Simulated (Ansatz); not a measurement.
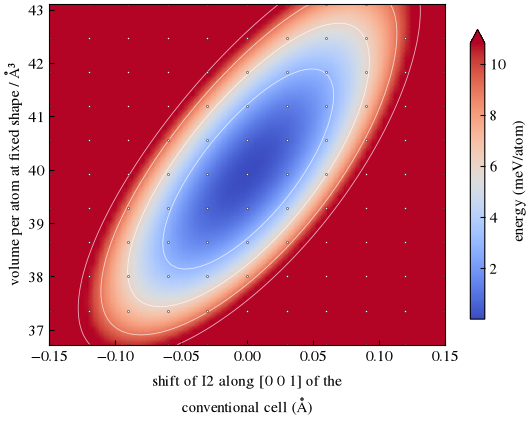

MgI2 (P-3m1, No. 164; 3 atoms in the cell). The energy is mapped over a free internal coordinate and the cell. First axis: shift of I2 along [0 0 1] of the conventional cell, Cartesian (0 0 1), its symmetry partners moved as symmetry demands (measured in the relaxed cell). Second axis: volume per atom at fixed shape. Nothing is relaxed (all other coordinates fixed). The grid has 11 × 11 points. Points are written as (first, second). Energies are in meV/atom, from the lowest grid point. All numbers below come from DFT PBE, scalar-relativistic, plane waves, PAW in Ansatz 0.2.0. Settings: cutoff 520 eV, k-mesh 6×6×4 in the order of the run's cell vectors, gaussian smearing 0.05 eV, no spin polarisation.

In the figure: a smooth colour map with a few white contour lines, dots at the grid points, one colour for all values above the top of the scale. Between grid points the surface is interpolated.

Question: Estimate the position of the minimum and the force constants in these coordinates.

Answer: The interpolated minimum is at the first coordinate ≈ 0.000 Å, volume per atom at fixed shape ≈ 39.92 Å³. The curvatures there are about 9.5 eV/Å² and 0.011 eV/(Å³)², with a cross term of about −0.24 eV/(Å·Å³) (per cell of 3 atoms). Round the minimum the valley is strongly tilted: raising the first coordinate shifts the best value of volume per atom at fixed shape upwards (coupling k₁₂/√(k₁₁k₂₂) about −0.7).
